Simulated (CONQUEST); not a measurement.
# CdS: 7 runs along one coordinate

System: CdS (P6₃mc, 8 atoms in the cell).
Method: Kohn-Sham DFT of a periodic cell, PBEsol, PseudoDojo NC PBEsol, no spin polarisation (CONQUEST 1.3).

The 7 runs differ only in the geometry, by an even scaling of the cell at fixed fractional positions. The structure derives from an entry of the Crystallography Open Database.

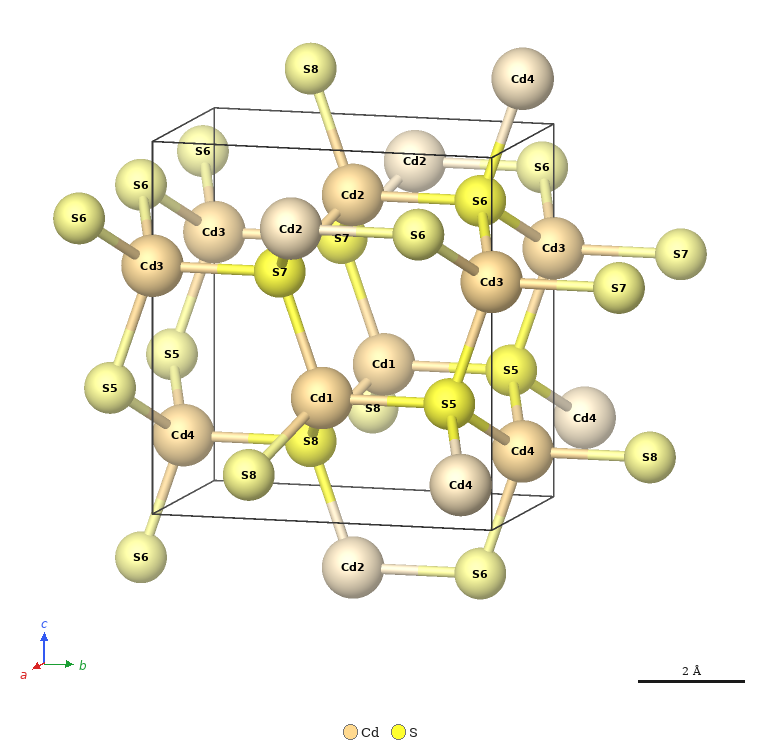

Figure 1. The structure of run 4 (ball-and-stick view of the cell of the calculation, seen slightly off an axis; neighbours outside the cell are drawn fainter; atoms are numbered from 1 in the order of the input).

**Input of run 4**
```
IO.Title CdS
IO.Coordinates coords.dat
IO.FractionalAtomicCoords T
IO.Iprint 2
IO.Iprint_init 1
General.NumberOfSpecies 2
General.PseudopotentialType hamann
AtomMove.TypeOfRun static
AtomMove.FullStress T
Grid.PointsAlongX 40
Grid.PointsAlongY 64
Grid.PointsAlongZ 72
DM.SolutionMethod diagon
Diag.MPMesh T
Diag.GammaCentred T
Diag.MPMeshX 7
Diag.MPMeshY 4
Diag.MPMeshZ 4
Diag.kT 0.00183747
minE.SCTolerance 1e-6
SC.MaxIters 100
IO.AtomChargeOutput T
%block ChemicalSpeciesLabel
1 112.410 Cd
2 32.070 S
%endblock
```

Command:
```bash
Conquest
```

Lattice vectors (Å) and fractional positions of run 4:
```
   4.150000    0.000000    0.000000
   0.000000    6.737000    0.000000
   0.000000    0.000000    7.188011
Cd  0.000000  0.500000  0.333333
Cd  0.500000  0.500000  0.833333
Cd  0.000000  0.000000  0.666667
Cd  0.500000  0.000000  0.166667
S   0.000000  0.875000  0.333333
S   0.500000  0.875000  0.833333
S   0.000000  0.375000  0.666667
S   0.500000  0.375000  0.166667
```

Run 5 has the same physical settings and fractional positions; its lattice vectors (Å) are:
```
   4.177484    0.000000    0.000000
   0.000000    6.781617    0.000000
   0.000000    0.000000    7.235615
```

**Results, with one run withheld**

```csv
run,volume per atom (Å³),"free energy per atom, from the lowest run given (meV)",pressure (GPa),gap on the mesh (eV)
1,23.614,17.43,4.10,1.42
2,24.116,7.11,2.49,1.36
3,24.618,1.48,1.10,1.30
4,25.121,0.00,−0.14,1.24
5,25.623,?,?,?
6,26.126,8.00,−2.31,1.13
7,26.628,16.74,−3.26,1.08
```

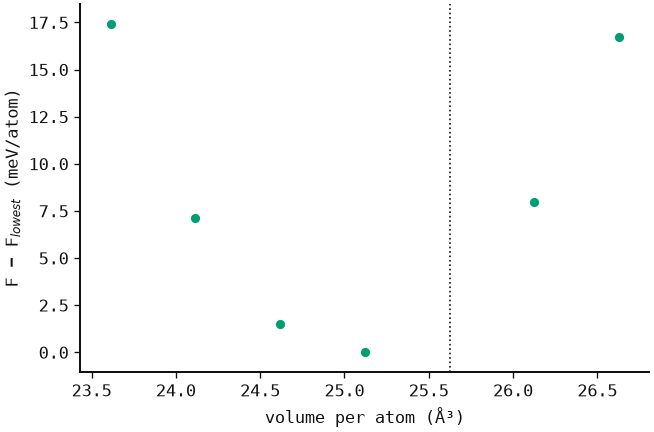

Figure 2. Free energy per atom of the runs given; the dotted line marks run 5.

What should run 5 give?

A cubic polynomial in V^(−2/3) (the Birch–Murnaghan form), fitted to the 6 runs given, misses them by at most 0.01 meV per atom. With x = V^(−2/3) − 0.11696 Å⁻², it reads F = −0.0053104 + 273.76 x + 7.833e+05 x² + 9.7555e+05 x³ (meV per atom). At run 5 it gives 2.30 meV per atom, and the run itself gives 2.31. The slope of the fit gives a pressure −dF/dV of −1.29 GPa there, and the run prints −1.30 GPa. The fit has its minimum at 25.056 Å³ per atom, where V d²F/dV² gives 60.7 GPa. Cell shape and fractional positions are held, so this is the stiffness under even scaling; the relaxed bulk modulus wasn't computed. The gap on the mesh goes, without turning, from 1.42 eV in run 1 to 1.08 eV in run 7; run 5 has 1.19 eV. These are gaps of this functional on this mesh, which can miss the band edges; they aren't the measured gap.

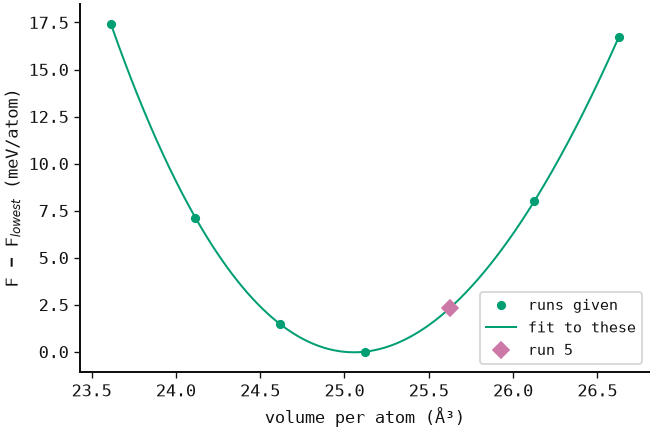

Figure 3. The fit and the withheld run.

**Some lines of the output (run 5)**
```
[...]
      Using Fermi-Dirac smearing
          DFT Total Energy                 :      -744.920397538019870 Ha
          Free Energy (E-TS)               :      -745.020929003641868 Ha
          DFT Total Energy                 :      -745.010953208637829 Ha
          DFT Total Energy                 :      -745.016266309372440 Ha
          DFT Total Energy                 :      -745.016293533789622 Ha
          DFT Total Energy                 :      -745.016293657231927 Ha
          DFT Total Energy                 :      -745.016293684501761 Ha
      |* DFT total energy        =      -745.016293684501761 Ha
    force: Average pressure:     -1.29660964 GPa
```

Notes: With a small basis of atomic orbitals these values can differ much from converged plane-wave results.
